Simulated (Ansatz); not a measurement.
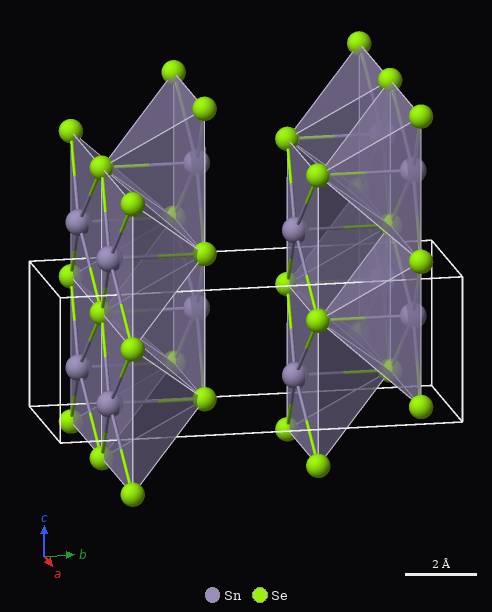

Reference structure: crystalline SnSe (set up in Cmcm). A polyhedral model of the conventional cell (2 times the calculation's cell), repeated 1 × 1 × 2 with one cell outlined, seen slightly off an axis. Lengths and directions refer to the drawn axes.

Computed with DFT PBE+D3(BJ), scalar-relativistic, plane waves, PAW in Ansatz 0.2.0. Settings: plane-wave cutoff 420 eV; k-point mesh 10 × 10 × 8; occupations gaussian; smearing width 0.01 eV; no spin polarisation.

The variant: The volume is changed by −3.0 %. The cell's shape and the atoms are relaxed at that volume.

> What does the calculation give for the changed structure?

The volume changes by −3.0 %, with a 4.231 → 4.200 Å (−0.7 %), b 11.576 → 11.409 Å (−1.4 %), c 4.224 → 4.188 Å (−0.9 %). The largest moves relative to the cell, 0.022 Å, are those of Sn atoms. By element the largest moves are Sn 0.022 Å, Se 0.010 Å. Near-neighbour distances before and after: Se–Sn 2.997 → 2.974 Å, Se–Sn 2.732 → 2.724 Å. The space group stays Cmcm (No. 63). The energy rises by 3.1 meV per atom. The pressure goes from 0.0 to 1.3 GPa. The gap on the k-mesh: 0.30 eV before, 0.22 eV after.

Drawn alike, the variant:

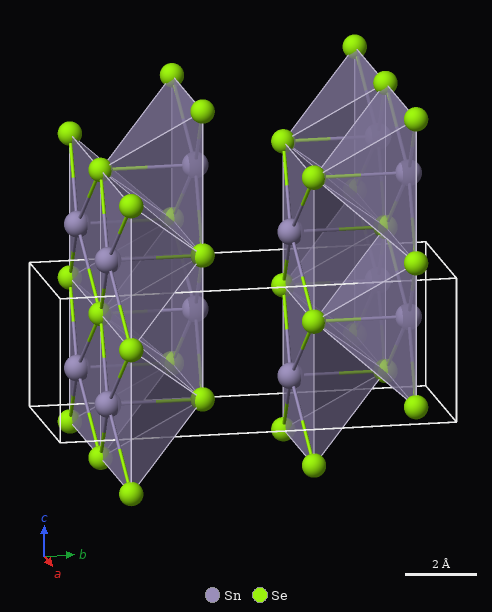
